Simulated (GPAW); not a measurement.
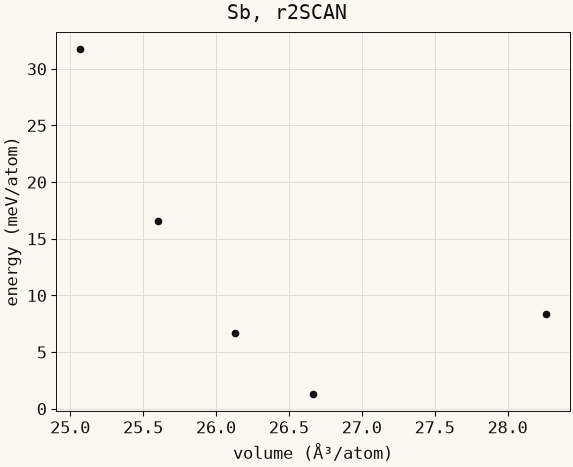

The figure shows the energy against volume for Sb, space group Fm-3m (No. 225).

Cell as given: a = 3.353 Å, b = 3.353 Å, c = 3.353 Å, α = 60.00°, β = 60.00°, γ = 60.00°; 1 atom.

Method: PAW DFT in plane waves, on a grid or in atomic orbitals, no spin polarisation; energies at scaled volumes of the given cell, shape and fractions fixed, counted from the fit's minimum, third-order Birch-Murnaghan fit (GPAW 26.7.0). Level: r2SCAN.

k mesh 10×10×10; occupations Fermi–Dirac; smearing width 0.05 eV; potentials GPAW PAW data sets (gpaw data 1.2.1); wave cutoff 600 eV; program settings basis pw.

The points at volume 27.20 Å³/atom and 27.73 Å³/atom are left out of the plot. What values does the calculation give there?

```json
{"volume (Å³/atom)": "27.20", "energy (meV/atom)": "0.07"}
{"volume (Å³/atom)": "27.73", "energy (meV/atom)": "2.51"}
```
